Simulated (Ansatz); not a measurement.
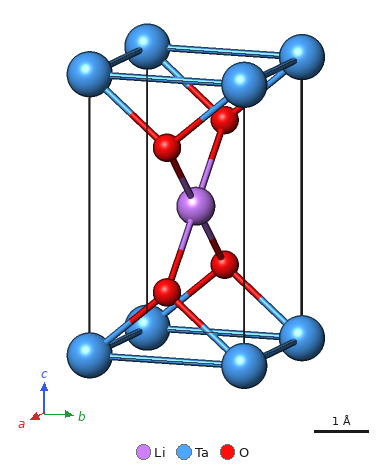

Crystal structure, ball-and-stick style, seen slightly off an axis. One conventional unit cell is outlined, and atoms on its boundary appear in each equivalent place. Cell: a = 3.06 Å, b = 3.09 Å, c = 5.34 Å, α = 90.00°, β = 90.00°, γ = 90.00°.

Provenance: a structure type filled with these elements by a generator (whether the compound takes this form wasn't checked). Earlier steps of the study, as a rule a relaxation of our own, may have changed the cell and positions, so they can lie some per cent off the listed ones. A calculation with Ansatz used it as input.

### What is this?

The solid is LiTaO2. Its lattice is primitive orthorhombic, its space group Pmmm (No. 47). The cell comprises 1 formula unit: 1 Li, 1 Ta, 2 O. The coordination, counted out to bonding distance, is Li 4, Ta 8 and O 4.

Calculation details: DFT PBE, scalar-relativistic, plane waves, PAW (Ansatz 0.2.0); E_cut = 420 eV, Brillouin-zone sampling on a 16×16×10 mesh, Gaussian smearing of 0.1 eV, no spin polarisation.

### What is the electronic character?

A metal: bands cross the Fermi level.

### What charge does Bader's analysis assign to each element?

Li +0.90 e; Ta +1.78 e; O -1.34 e.

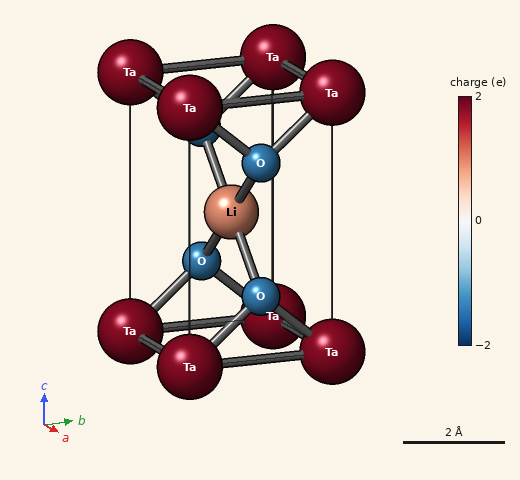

The atoms coloured by those charges. The run's cell of 4 atoms is drawn.

### Has the structure come to rest?

Yes. All forces vanish to within 0.01 eV/Å. The pressure is 0.0 GPa, close to zero.
